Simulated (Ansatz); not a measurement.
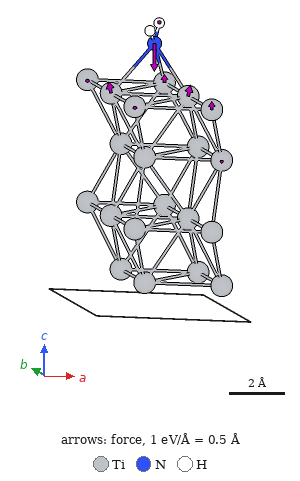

Starting geometry of a slab of composition Ti16H2N (cut from the P6_3/mmc phase) with the computed forces as purple arrows. The picture is a ball-and-stick view of the cell of the calculation, outlined in the plane, without the vacuum (origin shifted), seen slightly off an axis.

Case: 1 NH2 a cell, anchor, over a hollow Ti-Ti-Ti site. The slab is the (0 0 1) face of Ti with NH2 on it. 8 atoms are held fixed.

The calculation used DFT PBE+D3(BJ), scalar-relativistic, plane waves, PAW in Ansatz.

Input file:
```yaml
crystal:
  lattice:
    - [5.7729299511, 0.0, 0.0]
    - [-2.8864649755, 4.9995039919, 0.0]
    - [0.0, 0.0, 25.4749747967]
  atoms:
    - { symbol: Ti, position: [0.3333333333, 0.1666666667, 0.3140336767] }
    - { symbol: Ti, position: [0.3333333333, 0.6666666667, 0.3140336767] }
    - { symbol: Ti, position: [0.8333333333, 0.1666666667, 0.3140336767] }
    - { symbol: Ti, position: [0.8333333333, 0.6666666667, 0.3140336767] }
    - { symbol: Ti, position: [0.1666666667, 0.3333333333, 0.4038096697] }
    - { symbol: Ti, position: [0.1666666667, 0.8333333333, 0.4038096697] }
    - { symbol: Ti, position: [0.6666666667, 0.3333333333, 0.4038096697] }
    - { symbol: Ti, position: [0.6666666667, 0.8333333333, 0.4038096697] }
    - { symbol: Ti, position: [0.3333333333, 0.1666666667, 0.4969352585] }
    - { symbol: Ti, position: [0.3333333333, 0.6666666667, 0.4969352585] }
    - { symbol: Ti, position: [0.8333333333, 0.1666666667, 0.4969352585] }
    - { symbol: Ti, position: [0.8333333333, 0.6666666667, 0.4969352585] }
    - { symbol: Ti, position: [0.1666666667, 0.3333333333, 0.5823076605] }
    - { symbol: Ti, position: [0.1666666667, 0.8333333333, 0.5823076605] }
    - { symbol: Ti, position: [0.6666666667, 0.3333333333, 0.5823076605] }
    - { symbol: Ti, position: [0.6666666667, 0.8333333333, 0.5823076605] }
    - { symbol: "N", position: [0.0, 0.0, 0.6513950694], spin: 1.0 }
    - { symbol: H, position: [0.0798031377, 0.162926531, 0.6754913179] }
    - { symbol: H, position: [-0.0798031377, -0.162926531, 0.6754913179] }
basis:
  ecutwfc: 420
kpoints:
  mp_grid: { grid: [4, 4, 1] }
hamiltonian:
  xc: pbe
  dispersion: d3bj
scf:
  occupations: { method: gaussian, width: 0.1 }
output:
  forces: true
  eigenvalues: true
  populations: true
  write_density: true
  write_potential: true
  elf: true
  volumetric_format: npy
magnetization:
  spin_polarized: true
relax:
  adjacent_minimum: "off"
  f_tol: 0.04
  max_steps: 100
  constraints: [{ sites: [0, 1, 2, 3, 4, 5, 6, 7] }]
efield:
  axis: 3
  dipole_correction: true
  ramp_width: 0.04
```

Command:
```bash
ansatz run input.yaml --threads 8 --pin off --max-ram 20480MiB --backend cpu --events-out ev --progress --plain --runs-dir out
```

Question: Is this structure relaxed? If not, where do the atoms go?

Answer: It isn't relaxed: the largest force vector, on N17, is 2.13 eV/Å. The final displacements follow the starting forces only in part (cosine between the two patterns 0.48). The atom that moves furthest is H19 (0.49 Å at 11° to the normal (−c side)). Largest moves by element: H 0.49 Å, N 0.33 Å, Ti 0.08 Å. The lattice vectors keep their values. Among the contacts that change: Ti13–N17 2.424 → 2.147 Å, Ti14–N17 2.424 → 2.216 Å, Ti14–Ti16 2.886 → 3.001 Å, Ti14–Ti16 (another image) 2.886 → 2.772 Å. Bond angles that change, for instance: Ti16–N17–H19 99.7° → 85.5°, Ti14–N17–H19 99.0° → 85.3°, Ti14–N17–Ti16 73.1° → 85.2°. The energy falls by 0.450 eV per cell of the calculation in 7 accepted moves (8 points after the start). Largest force component: 2.1 eV/Å at the start, 0.0079 eV/Å at the end. 1 step only repeated the SCF at the same geometry. The program noted that the starting moments weren't kept. The run took 10 min on 8 threads of Intel(R) Xeon(R) Processor @ 2.50GHz (Skylake/Cascade Lake) (shared host), peak memory 3.9 GiB.

Limits of the set-up: the periodic images lie only 5.8 Å apart, so the values are limited by the cell's size.
